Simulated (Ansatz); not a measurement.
## Electronic structure of Fe (slab) in real space

```cif
data_structure
_symmetry_space_group_name_H-M 'P 1'
_symmetry_Int_Tables_number 1
_cell_length_a 2.4525
_cell_length_b 2.4525
_cell_length_c 25.0122
_cell_angle_alpha 90.000
_cell_angle_beta 90.000
_cell_angle_gamma 109.471
_cell_volume 141.84
loop_
_atom_site_label
_atom_site_type_symbol
_atom_site_fract_x
_atom_site_fract_y
_atom_site_fract_z
_atom_site_occupancy
Fe1 Fe 0.50000 0.50000 0.29985 1
Fe2 Fe 0.00000 0.00000 0.37991 1
Fe3 Fe 0.50000 0.50000 0.45997 1
Fe4 Fe 0.00000 0.00000 0.54003 1
Fe5 Fe 0.50000 0.50000 0.62009 1
Fe6 Fe 0.00000 0.00000 0.70015 1
```

Spin-polarised.

All numbers below come from Ansatz 0.2.0, DFT PBE, scalar-relativistic, plane waves, PAW.

Core electrons are frozen (PAW), and the valence fields are smoothed inside the atomic spheres.

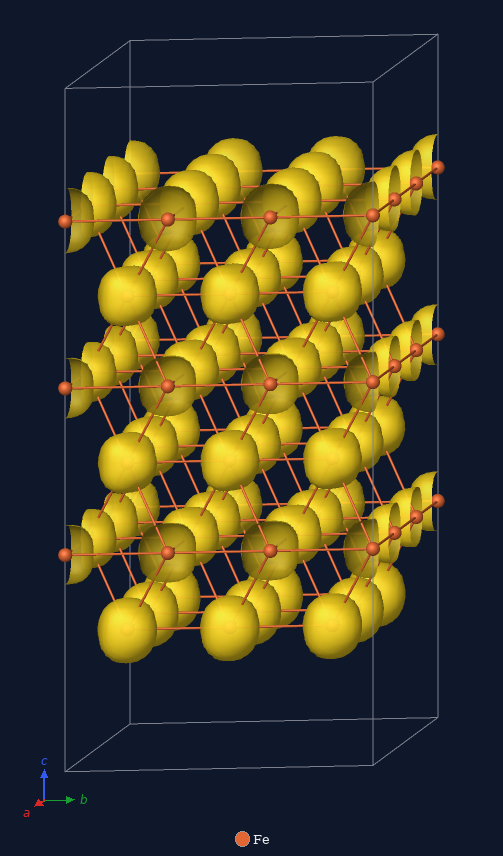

Figure 1. Isosurface of the spin density (up minus down) at +0.3 e/Å³ (yellow), seen slightly off an axis. Sticks mark near contacts.

### Where is the spin, and how is it ordered?

The spin density sits on Fe: +2.5 μB (×2) and +2.2 μB (×4) in one cell of 6 atoms: parallel main moments (a ferromagnetic arrangement) in this solution. The cell of the calculation (6 atoms) carries 13.9 μB of net spin moment.

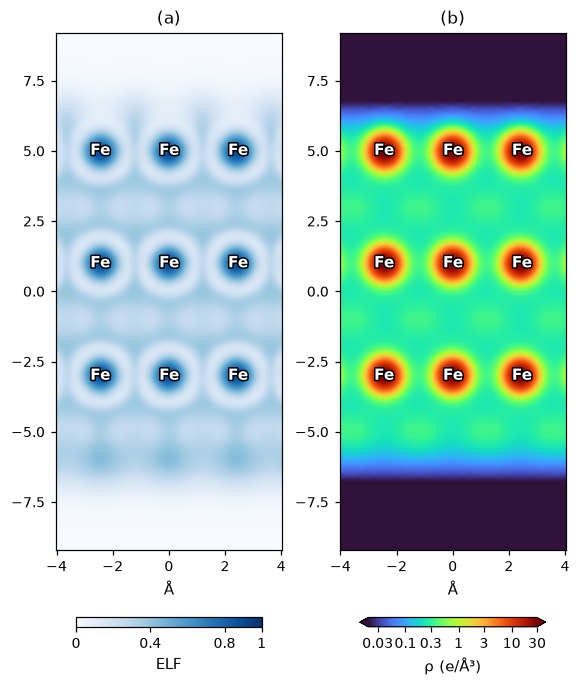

Figure 2. (a) electron localisation function; (b) valence charge density (pseudo) on the (010) plane of the calculation cell, a cut from vacuum to vacuum.

### Describe what can be read from this map.

The section cuts through Fe sites.
Fe–Fe (2.45 Å): the density is about 0.37 e/Å³ at the midpoint; the ELF is about 0.25 at the midpoint: no shared electron pair shows on this line.
The density dies away to nearly zero in the vacuum.
The features right at Fe lie inside the PAW spheres, where the map follows smoothed inner orbitals and isn't to be read closely.

### Does the calculation make it a metal, or give it a gap?

It is gapless in this calculation (a metal or semimetal).
